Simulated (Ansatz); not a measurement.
**Cl: geometry relaxation (part 2 of 3)**

Continued. System: Cl (Fd-3m, 2 atoms in the cell). Method: DFT, PBE, PAW with Ansatz's earlier generated frozen-core files (soft_1), scalar-relativistic, PAW set soft_1, no spin polarisation (Ansatz 0.2.0); cutoff 420 eV, 14×14×14 k-mesh, Fermi–Dirac smearing of 0.08 eV. The structure was built on a prototype by a generator; it need not be a known phase. It belongs to a series of runs on one base structure; here: cell and atoms relaxed from a first guess.

Geometry of the input (Å; fractional positions):
```
0.0000  2.2323  2.2323
2.2323  0.0000  2.2323
2.2323  2.2323  0.0000
Cl 0.0000  0.0000  0.0000
Cl 0.2500  0.2500  0.2500
```

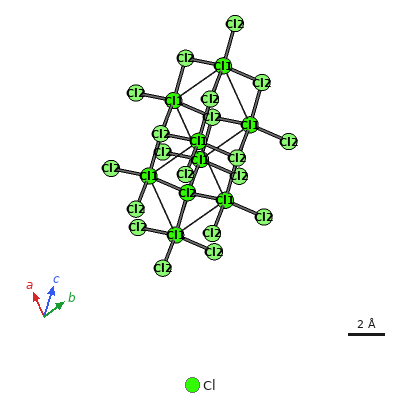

Figure 1. The geometry at step 12 of the log (ball-and-stick view of the cell of the calculation, seen at an oblique angle; neighbours outside the cell are drawn fainter; atoms are numbered from 1 in the order of the input).

## Output, continued
```
SCF iter   1: F=—  HF=-2157.082725 eV  |F-HF|=—  |Δ(HF+E_count)|=         —  Δρ=2.83e-3  dr2=4.45e-3  ethr=3.30e-5  ⟨swp⟩=1.2  Hψ=9733  notcnv=0
preconditioner: auto → LDOS  [metal: Δε(μ)=0.012 eV  Ē_g=12.872 eV  σ=0.080 eV  W_gap=0.04  n_scr=14 (ndim 8)  ℏωp=18.9 eV  f_vac=0.149  D(μ)=3.62/eV (n_scr^D=50)  β→1.0]
SCF iter   2: F=—  HF=-2157.081182 eV  |F-HF|=—  |Δ(HF+E_count)|=   1.54e-3  Δρ=7.04e-4  dr2=1.65e-4  ethr=3.18e-5  ⟨swp⟩=2.1  Hψ=1835  notcnv=0
SCF iter   3: F=—  HF=-2157.081430 eV  |F-HF|=—  |Δ(HF+E_count)|=   2.48e-4  Δρ=1.58e-4  dr2=2.10e-5  ethr=1.18e-6  ⟨swp⟩=2.0  Hψ=1888  notcnv=0
SCF iter   4: F=-2157.081425 eV  HF=-2157.081425 eV  |F-HF|=7.50e-8  |Δ(HF+E_count)|=   4.37e-6  Δρ=1.23e-5  dr2=2.99e-8  ethr=1.43e-9  ⟨swp⟩=7.7  Hψ=8262  notcnv=0
SCF 8 converged in 4 iterations: F = -2157.081425 eV  dr2 = 2.99e-8
  greatest PAW one-centre occupation: 0.926 electrons in one spin orbital (limit 2), on the Cl atom at site 1 (counted from 0), in its partial waves of l = 0
relax step   8: F+E_penalty+E_count = -2157.08142532 eV  Δ(F+E_penalty+E_count) = -3.123e-1 eV  max|allowed force component| = 3.715e-17 eV/Å  Δτ_max = 0.0000 Å  P = +5.421 GPa  Ω = 54.279 Å³  energy of the carried Pulay correction = -1.014e-2 eV  (4 SCF iters, dr2 threshold 2.00e-7 eV, accepted)
Crystal: 2 atoms, lattice volume = 60.554 Å³
Basis set: ecut = 420 eV, 1243 PW (Γ), exchange–correlation on 48×48×48 points (8 copies of the dense FFT grid, shifted against one another)
iter 1 solved again at ethr=2.62e-5 eV; its pass at ethr=3.10e-3 eV (dr2=3.67e-3 eV) is discarded
SCF iter   1: F=—  HF=-2157.190352 eV  |F-HF|=—  |Δ(HF+E_count)|=         —  Δρ=2.44e-3  dr2=3.59e-3  ethr=2.62e-5  ⟨swp⟩=1.8  Hψ=9777  notcnv=0
preconditioner: auto → LDOS  [metal: Δε(μ)=0.003 eV  Ē_g=12.654 eV  σ=0.080 eV  W_gap=0.01  n_scr=14 (ndim 8)  ℏωp=17.9 eV  f_vac=0.194  D(μ)=4.33/eV (n_scr^D=58)  β→1.0]
SCF iter   2: F=—  HF=-2157.189118 eV  |F-HF|=—  |Δ(HF+E_count)|=   1.23e-3  Δρ=6.14e-4  dr2=1.59e-4  ethr=2.56e-5  ⟨swp⟩=2.1  Hψ=1842  notcnv=0
SCF iter   3: F=—  HF=-2157.189170 eV  |F-HF|=—  |Δ(HF+E_count)|=   5.26e-5  Δρ=1.53e-4  dr2=2.19e-5  ethr=1.14e-6  ⟨swp⟩=1.2  Hψ=1195  notcnv=0
SCF iter   4: F=-2157.189166 eV  HF=-2157.189166 eV  |F-HF|=3.59e-8  |Δ(HF+E_count)|=   4.70e-6  Δρ=1.21e-5  dr2=4.69e-8  ethr=1.43e-9  ⟨swp⟩=7.3  Hψ=8235  notcnv=0
SCF 9 converged in 4 iterations: F = -2157.189166 eV  dr2 = 4.69e-8
  greatest PAW one-centre occupation: 0.922 electrons in one spin orbital (limit 2), on the Cl atom at site 1 (counted from 0), in its partial waves of l = 0
relax step   9: F+E_penalty+E_count = -2157.18916560 eV  Δ(F+E_penalty+E_count) = -1.077e-1 eV  max|allowed force component| = 1.735e-17 eV/Å  Δτ_max = 0.0000 Å  P = +0.451 GPa  Ω = 60.554 Å³  energy of the carried Pulay correction = -1.125e-2 eV  (4 SCF iters, dr2 threshold 2.00e-7 eV, accepted)
Crystal: 2 atoms, lattice volume = 61.268 Å³
iter 1 solved again at ethr=9.23e-8 eV; its pass at ethr=3.10e-3 eV (dr2=1.29e-5 eV) is discarded
SCF iter   1: F=—  HF=-2157.190109 eV  |F-HF|=—  |Δ(HF+E_count)|=         —  Δρ=2.58e-4  dr2=3.66e-5  ethr=9.23e-8  ⟨swp⟩=3.4  Hψ=9639  notcnv=0
eigensolver tolerance schedule calibrated: the retry pair's looser diagonalisation under-reported the residual by θ = 0.65 (0.14/decade); ethr = c·dr2/N_el runs at the constant in force after the calibration composes with the one it found (an armed cap, an earlier calibration), c = 4.9e-2
preconditioner: auto → LDOS  [metal: Δε(μ)=0.003 eV  Ē_g=12.652 eV  σ=0.080 eV  W_gap=0.01  n_scr=14 (ndim 8)  ℏωp=17.8 eV  f_vac=0.182  D(μ)=4.42/eV (n_scr^D=58)  β→1.0]
SCF iter   2: F=—  HF=-2157.190028 eV  |F-HF|=—  |Δ(HF+E_count)|=   8.18e-5  Δρ=6.27e-5  dr2=1.54e-6  ethr=9.23e-8  ⟨swp⟩=2.0  Hψ=1916  notcnv=0
SCF iter   3: F=—  HF=-2157.190029 eV  |F-HF|=—  |Δ(HF+E_count)|=   1.09e-6  Δρ=1.58e-5  dr2=2.37e-7  ethr=6.99e-10  ⟨swp⟩=8.0  Hψ=6814  notcnv=0
SCF iter   4: F=-2157.190029 eV  HF=-2157.190029 eV  |F-HF|=2.73e-10  |Δ(HF+E_count)|=   5.40e-8  Δρ=9.32e-7  dr2=3.64e-10  ethr=6.99e-10  ⟨swp⟩=8.0  Hψ=6745  notcnv=0
SCF 10 converged in 4 iterations: F = -2157.190029 eV  dr2 = 3.64e-10
relax step  10: F+E_penalty+E_count = -2157.19002857 eV  Δ(F+E_penalty+E_count) = -8.630e-4 eV  max|allowed force component| = 1.735e-17 eV/Å  Δτ_max = 0.0000 Å  P = -0.008 GPa  Ω = 61.268 Å³  energy of the carried Pulay correction = -1.136e-2 eV  (4 SCF iters, dr2 threshold 2.00e-7 eV, accepted)
Basis set: ecut = 420 eV, 1243 PW (Γ), exchange–correlation on 60×60×60 points (8 copies of the dense FFT grid, shifted against one another)
Initial wavefunctions: pseudopotential atomic-orbital guess (no wavefunctions were taken with the density)
iter 1 solved again at ethr=1.15e-5 eV; its pass at ethr=3.10e-3 eV (dr2=1.60e-3 eV) is discarded
SCF iter   1: F=—  HF=-2157.329775 eV  |F-HF|=—  |Δ(HF+E_count)|=         —  Δρ=3.22e-3  dr2=1.55e-3  ethr=1.15e-5  ⟨swp⟩=2.2  Hψ=12014  notcnv=0
preconditioner: auto → LDOS  [metal: Δε(μ)=0.004 eV  Ē_g=12.593 eV  σ=0.080 eV  W_gap=0.01  n_scr=14 (ndim 8)  ℏωp=17.8 eV  f_vac=0.178  D(μ)=4.42/eV (n_scr^D=58)  β→1.0]
SCF iter   2: F=—  HF=-2157.332772 eV  |F-HF|=—  |Δ(HF+E_count)|=   3.00e-3  Δρ=4.45e-4  dr2=7.97e-5  ethr=1.10e-5  ⟨swp⟩=2.0  Hψ=2230  notcnv=0
SCF iter   3: F=—  HF=-2157.332766 eV  |F-HF|=—  |Δ(HF+E_count)|=   6.32e-6  Δρ=5.01e-5  dr2=4.64e-7  ethr=5.69e-7  ⟨swp⟩=2.1  Hψ=1825  notcnv=0
SCF iter   4: F=—  HF=-2157.332768 eV  |F-HF|=—  |Δ(HF+E_count)|=   2.15e-6  Δρ=5.27e-6  dr2=1.19e-8  ethr=3.32e-9  ⟨swp⟩=2.4  Hψ=1994  notcnv=0
SCF iter   5: F=—  HF=-2157.332768 eV  |F-HF|=—  |Δ(HF+E_count)|=   1.73e-8  Δρ=9.33e-7  dr2=7.17e-10  ethr=8.49e-11  ⟨swp⟩=2.4  Hψ=1983  notcnv=0
SCF iter   6: F=-2157.332768 eV  HF=-2157.332768 eV  |F-HF|=7.28e-12  |Δ(HF+E_count)|=  5.68e-11  Δρ=9.94e-8  dr2=4.10e-12  ethr=1.00e-12  ⟨swp⟩=6.0  Hψ=7062  notcnv=0
SCF 11 converged in 6 iterations: F = -2157.332768 eV  dr2 = 4.10e-12
  greatest PAW one-centre occupation: 0.927 electrons in one spin orbital (limit 2), on the Cl atom at site 1 (counted from 0), in its partial waves of l = 0
relax step  11: F+E_penalty+E_count = -2157.33276770 eV  Δ(F+E_penalty+E_count) = -1.427e-1 eV  max|allowed force component| = 1.677e-17 eV/Å  Δτ_max = 0.0000 Å  P = +2.273 GPa  Ω = 61.268 Å³  stress off target by 2.27e0 GPa  SCF on the basis re-selected at this cell (its energy is not comparable with the rows above)  (6 SCF iters)
basis re-selected at this cell: Δ(F+E_penalty+E_count) = -1.427e-1 eV, ΔP = +2.281 GPa vs the last step (what re-selecting the basis moved, of the pressure what is left beyond the Pulay correction that the steps carried, after the strain that the cell walked since its last selection, with what the two solves' SCF thresholds leave and, on support functions, any second-order correction that the steps lacked; it is no measure of the basis error at this ecutwfc). The dense FFT grid was sized anew with the basis: this SCF ran on 30×30×30 points, the steps before it on 24×24×24, so part of this shift can come from that change (see relax.cell in the input reference). This SCF's stress stands 2.27e0 GPa from its target on what of the cell is left free (relax.cell.stress_tol is 5.00e-2 GPa) and its largest allowed force component is 1.68e-17 eV/Å (relax.f_tol is 5.00e-3 eV/Å): not within both, so this SCF does not close the relaxation
Crystal: 2 atoms, lattice volume = 64.998 Å³
iter 1 solved again at ethr=5.02e-6 eV; its pass at ethr=3.10e-3 eV (dr2=7.03e-4 eV) is discarded
SCF iter   1: F=—  HF=-2157.367958 eV  |F-HF|=—  |Δ(HF+E_count)|=         —  Δρ=8.11e-4  dr2=5.16e-4  ethr=5.02e-6  ⟨swp⟩=2.3  Hψ=10516  notcnv=0
preconditioner: auto → LDOS  [metal: Δε(μ)=0.009 eV  Ē_g=12.441 eV  σ=0.080 eV  W_gap=0.03  n_scr=14 (ndim 8)  ℏωp=17.2 eV  f_vac=0.201  D(μ)=4.85/eV (n_scr^D=58)  β→1.0]
SCF iter   2: F=—  HF=-2157.367756 eV  |F-HF|=—  |Δ(HF+E_count)|=   2.03e-4  Δρ=2.19e-4  dr2=3.10e-5  ethr=3.69e-6  ⟨swp⟩=2.3  Hψ=1865  notcnv=0
SCF iter   3: F=—  HF=-2157.367769 eV  |F-HF|=—  |Δ(HF+E_count)|=   1.38e-5  Δρ=5.13e-5  dr2=2.67e-6  ethr=2.21e-7  ⟨swp⟩=2.0  Hψ=1882  notcnv=0
SCF iter   4: F=-2157.367769 eV  HF=-2157.367769 eV  |F-HF|=9.52e-9  |Δ(HF+E_count)|=   4.36e-7  Δρ=4.12e-6  dr2=4.59e-9  ethr=1.43e-9  ⟨swp⟩=8.1  Hψ=8670  notcnv=0
SCF 12 converged in 4 iterations: F = -2157.367769 eV  dr2 = 4.59e-9
  greatest PAW one-centre occupation: 0.925 electrons in one spin orbital (limit 2), on the Cl atom at site 1 (counted from 0), in its partial waves of l = 0
relax step  12: F+E_penalty+E_count = -2157.36776900 eV  Δ(F+E_penalty+E_count) = -3.500e-2 eV  max|allowed force component| = 9.830e-18 eV/Å  Δτ_max = 0.0000 Å  P = +0.821 GPa  Ω = 64.998 Å³  energy of the carried Pulay correction = -1.030e-4 eV  (4 SCF iters, dr2 threshold 2.00e-7 eV, accepted)
Crystal: 2 atoms, lattice volume = 67.627 Å³
Basis set: ecut = 420 eV, 1363 PW (Γ), exchange–correlation on 60×60×60 points (8 copies of the dense FFT grid, shifted against one another)
iter 1 solved again at ethr=1.86e-6 eV; its pass at ethr=3.10e-3 eV (dr2=2.60e-4 eV) is discarded
SCF iter   1: F=—  HF=-2157.374646 eV  |F-HF|=—  |Δ(HF+E_count)|=         —  Δρ=4.63e-4  dr2=1.79e-4  ethr=1.86e-6  ⟨swp⟩=2.0  Hψ=10512  notcnv=0
preconditioner: auto → LDOS  [metal: Δε(μ)=0.009 eV  Ē_g=12.368 eV  σ=0.080 eV  W_gap=0.03  n_scr=14 (ndim 8)  ℏωp=16.9 eV  f_vac=0.210  D(μ)=5.17/eV (n_scr^D=58)  β→1.0]
SCF iter   2: F=—  HF=-2157.374574 eV  |F-HF|=—  |Δ(HF+E_count)|=   7.19e-5  Δρ=1.27e-4  dr2=1.12e-5  ethr=1.28e-6  ⟨swp⟩=2.3  Hψ=1820  notcnv=0
SCF iter   3: F=—  HF=-2157.374579 eV  |F-HF|=—  |Δ(HF+E_count)|=   5.02e-6  Δρ=3.04e-5  dr2=9.93e-7  ethr=7.99e-8  ⟨swp⟩=2.0  Hψ=1844  notcnv=0
SCF iter   4: F=-2157.374579 eV  HF=-2157.374579 eV  |F-HF|=2.41e-9  |Δ(HF+E_count)|=   1.74e-7  Δρ=2.28e-6  dr2=1.51e-9  ethr=1.43e-9  ⟨swp⟩=9.9  Hψ=8406  notcnv=0
SCF 13 converged in 4 iterations: F = -2157.374579 eV  dr2 = 1.51e-9
relax step  13: F+E_penalty+E_count = -2157.37457872 eV  Δ(F+E_penalty+E_count) = -6.810e-3 eV  max|allowed force component| = 1.099e-17 eV/Å  Δτ_max = 0.0000 Å  P = +0.049 GPa  Ω = 67.627 Å³  energy of the carried Pulay correction = -1.915e-4 eV  (4 SCF iters, dr2 threshold 2.00e-7 eV, accepted)
Crystal: 2 atoms, lattice volume = 67.802 Å³
iter 1 solved again at ethr=2.26e-9 eV; its pass at ethr=3.10e-3 eV (dr2=3.17e-7 eV) is discarded
SCF iter   1: F=—  HF=-2157.374603 eV  |F-HF|=—  |Δ(HF+E_count)|=         —  Δρ=2.77e-5  dr2=6.38e-7  ethr=2.26e-9  ⟨swp⟩=3.7  Hψ=10511  notcnv=0
preconditioner: auto → LDOS  [metal: Δε(μ)=0.009 eV  Ē_g=12.369 eV  σ=0.080 eV  W_gap=0.03  n_scr=14 (ndim 8)  ℏωp=16.9 eV  f_vac=0.210  D(μ)=5.20/eV (n_scr^D=58)  β→1.0]
SCF iter   2: F=—  HF=-2157.374601 eV  |F-HF|=—  |Δ(HF+E_count)|=   1.13e-6  Δρ=7.53e-6  dr2=4.28e-8  ethr=2.26e-9  ⟨swp⟩=2.0  Hψ=1898  notcnv=0
SCF iter   3: F=—  HF=-2157.374601 eV  |F-HF|=—  |Δ(HF+E_count)|=   1.51e-8  Δρ=1.86e-6  dr2=3.66e-9  ethr=3.06e-10  ⟨swp⟩=2.0  Hψ=1811  notcnv=0
SCF iter   4: F=-2157.374601 eV  HF=-2157.374601 eV  |F-HF|=3.64e-12  |Δ(HF+E_count)|=  6.75e-10  Δρ=1.66e-7  dr2=9.02e-12  ethr=1.00e-12  ⟨swp⟩=6.0  Hψ=7114  notcnv=0
SCF 14 converged in 4 iterations: F = -2157.374601 eV  dr2 = 9.02e-12
relax step  14: F+E_penalty+E_count = -2157.37460144 eV  Δ(F+E_penalty+E_count) = -2.272e-5 eV  max|allowed force component| = 1.272e-17 eV/Å  Δτ_max = 0.0000 Å  P = +0.004 GPa  Ω = 67.802 Å³  energy of the carried Pulay correction = -1.979e-4 eV  (4 SCF iters, accepted)
Basis set: ecut = 420 eV, 1363 PW (Γ), exchange–correlation on 64×64×64 points (8 copies of the dense FFT grid, shifted against one another)
iter 1 solved again at ethr=5.38e-8 eV; its pass at ethr=3.10e-3 eV (dr2=7.53e-6 eV) is discarded
SCF iter   1: F=—  HF=-2157.374652 eV  |F-HF|=—  |Δ(HF+E_count)|=         —  Δρ=7.27e-5  dr2=1.76e-7  ethr=5.38e-8  ⟨swp⟩=3.9  Hψ=13320  notcnv=0
preconditioner: auto → LDOS  [metal: Δε(μ)=0.009 eV  Ē_g=12.369 eV  σ=0.080 eV  W_gap=0.03  n_scr=14 (ndim 8)  ℏωp=16.9 eV  f_vac=0.216  D(μ)=5.20/eV (n_scr^D=58)  β→1.0]
SCF iter   2: F=—  HF=-2157.374785 eV  |F-HF|=—  |Δ(HF+E_count)|=   1.32e-4  Δρ=1.78e-6  dr2=1.04e-9  ethr=1.26e-9  ⟨swp⟩=2.0  Hψ=1965  notcnv=0
SCF iter   3: F=—  HF=-2157.374785 eV  |F-HF|=—  |Δ(HF+E_count)|=   9.97e-9  Δρ=2.66e-7  dr2=3.80e-11  ethr=1.00e-12  ⟨swp⟩=10.5  Hψ=8859  notcnv=0
SCF iter   4: F=-2157.374785 eV  HF=-2157.374785 eV  |F-HF|=9.09e-13  |Δ(HF+E_count)|=  7.28e-11  Δρ=6.40e-8  dr2=3.98e-12  ethr=1.00e-12  ⟨swp⟩=6.0  Hψ=5318  notcnv=0
SCF 15 converged in 4 iterations: F = -2157.374785 eV  dr2 = 3.98e-12
relax step  15: F+E_penalty+E_count = -2157.37478470 eV  Δ(F+E_penalty+E_count) = -1.833e-4 eV  max|allowed force component| = 9.252e-18 eV/Å  Δτ_max = 0.0000 Å  P = +0.003 GPa  Ω = 67.802 Å³  stress off target by 3.09e-3 GPa  SCF on the basis re-selected at this cell (its energy is not comparable with the rows above)  (4 SCF iters)
```

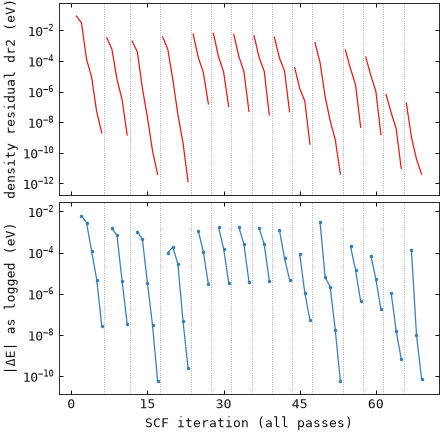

Figure 2. Convergence of the self-consistent field: density residual dr2 and size of the energy change against the SCF iteration. The dotted lines part the SCF passes of the relaxation: geometry steps, rejected trials and re-solves on a re-selected basis. The 15 passes take 4 to 6 iterations each, 69 in all.

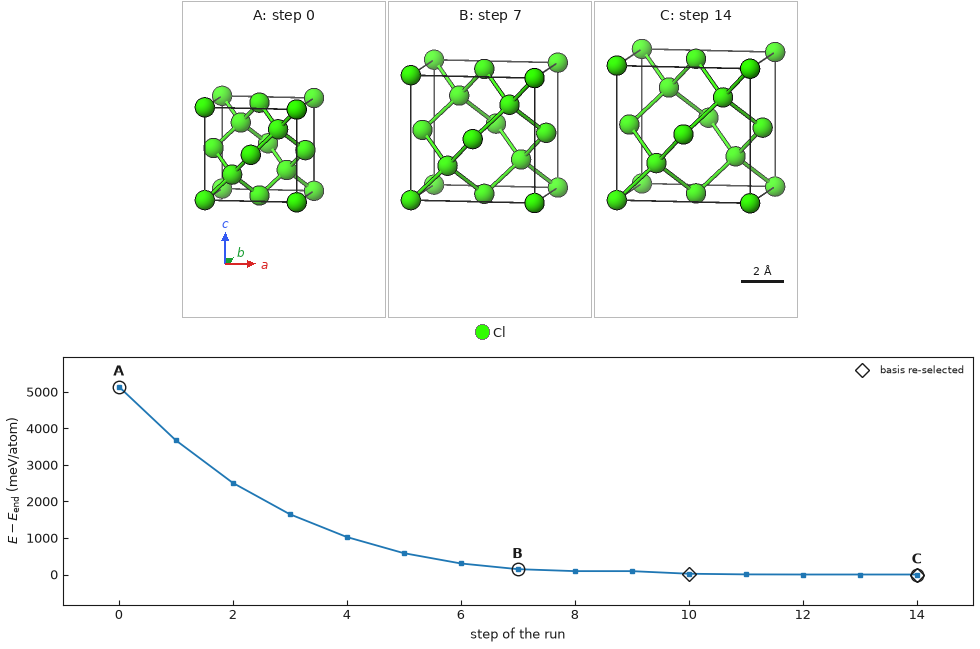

Figure 3. Frames of the relaxation (ball-and-stick view of the cell 4 times as large as that of the calculation, set on its symmetry axes, seen slightly off an axis) above the curves, on which the letters mark them (the first geometry is step 0 here and step 1 in the log).

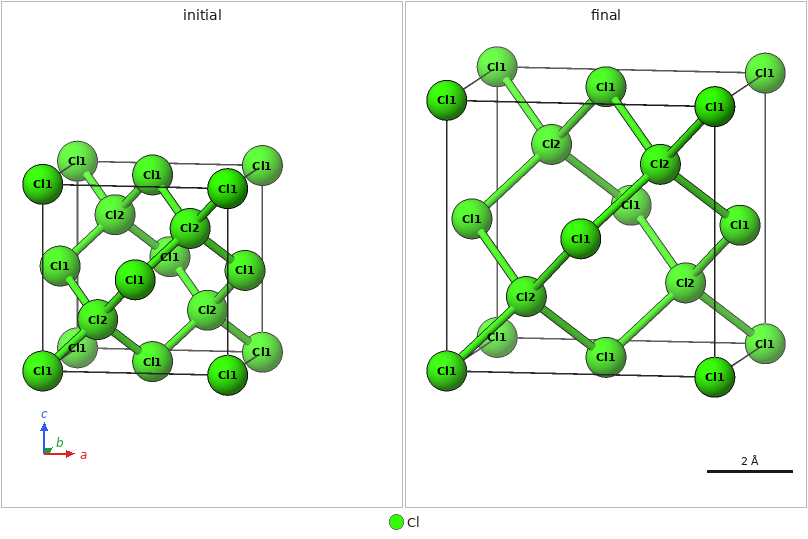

Figure 4. Before (left) and after (right) the relaxation, at one scale (ball-and-stick view of the cell 4 times as large as that of the calculation, set on its symmetry axes, seen slightly off an axis). No atom moves by more than 0.005 Å relative to the cell. The drawn cell changes as follows: a = b = c 4.465 → 6.473 Å (+45.0 %); the volume changes by +204.8 %. Distances before and after: Cl1–Cl2 1.933 → 2.803 Å. Bonds break: Cl1–Cl2 (1.93 → 2.80 Å). The space group stays Fd-3m (No. 227). Over 12 geometry steps the energy falls by 5146 meV per atom. All forces vanish by symmetry, so only the cell relaxes. The pressure goes from 163.26 to 0.00 GPa. 1 further SCF at an unchanged geometry re-selected the plane-wave basis for the new cell. The energy change given includes the shifts at the re-selections in mid-walk, which come without any move. A last SCF at the same geometry on a re-selected plane-wave basis shifts the energy by −0.1 meV per atom. (Atoms are counted from 1 in the order of the input.)
